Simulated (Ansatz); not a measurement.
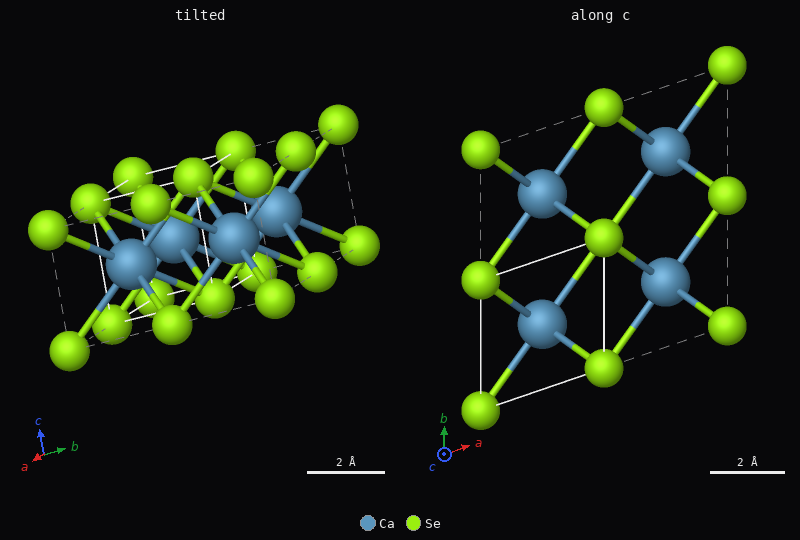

Ball-and-stick model, viewed slightly off an axis and along the c axis. The solid frame is a single simulation cell within a 2×2×1 block.

Full input:
```yaml
crystal:
  lattice:
    - [0.0, 2.9342653778, 2.904922724]
    - [2.9342653778, 0.0, 2.904922724]
    - [2.9342653778, 2.9342653778, 0.0]
  atoms:
    - { symbol: Ca, position: [0.5, 0.5, 0.5] }
    - { symbol: Se, position: [0.0, 0.0, 0.0] }
basis:
  ecutwfc: 420
  ecutrho_ratio: 4
kpoints:
  mp_grid: { grid: [10, 10, 10] }
hamiltonian:
  xc: pbesol
scf:
  occupations: { method: gaussian, width: 0.05 }
output:
  forces: true
  stress: true
  eigenvalues: true
```

Level of theory and settings: DFT PBEsol, scalar-relativistic, plane waves, PAW in Ansatz, E_cut = 420 eV, k-grid 10×10×10, Gaussian smearing of 0.05 eV, no spin polarisation.

Question: Is the electronic structure metallic or gapped?

Answer: A semiconductor at this level, with a gap of 1.84 eV on the k-mesh (the true edges may lie between mesh points, so the gap can be somewhat smaller).

Question: How far is the cell from zero pressure?

Answer: The computed pressure is 0.5 GPa (compressed: it would expand). The stress isn't hydrostatic: its largest component is 1.3 GPa.

Starting structure: a structure type known for this compound. The cell was then strained or its atoms displaced on purpose. It went into a calculation with Ansatz.
